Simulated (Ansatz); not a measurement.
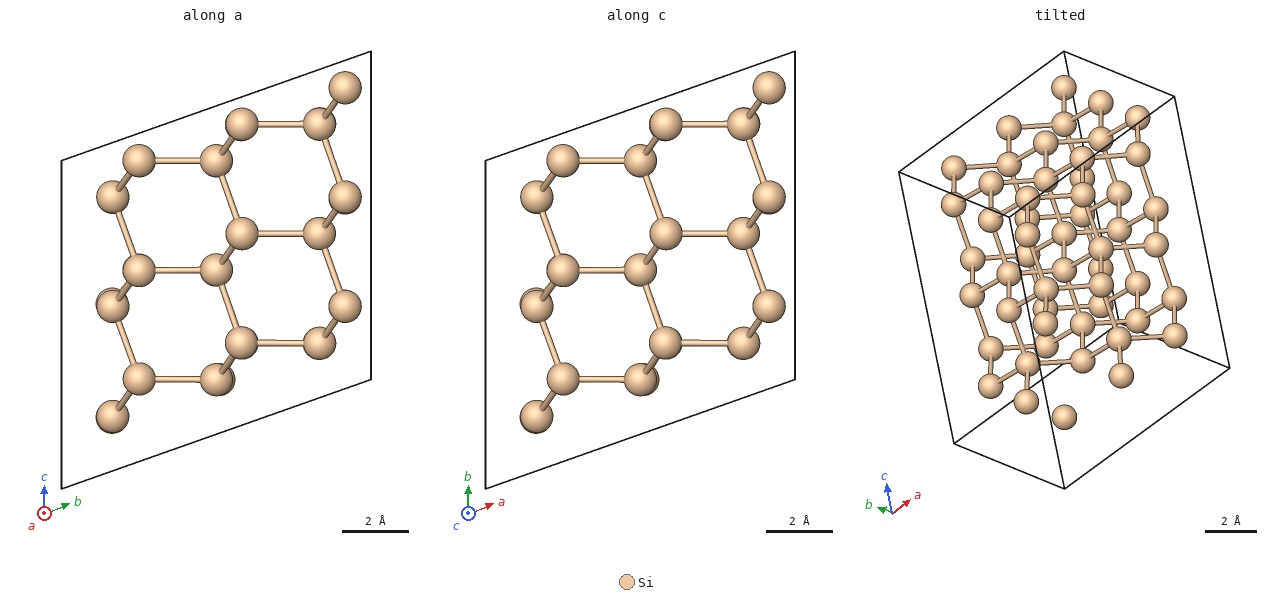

Shown here is a ball-and-stick view of the crystal, taken along the a axis, along the c axis and slightly off an axis. Lines trace the edges of the simulation cell.

Describe the arrangement of the atoms.

- The element is silicon.
- Space group F-43m (No. 216), lattice face-centred cubic.
- The cell holds 53 atoms.
- Within bonding distance, the neighbour counts come to Si 3 to 4 (mean 3.9).
- The bonds build a three-dimensional framework.

The model was built from a structure listed in the Materials Project, repeated into a supercell with a point defect put in. The atoms were relaxed in a fixed cell with DFT PBE, scalar-relativistic, plane waves, PAW (Ansatz).
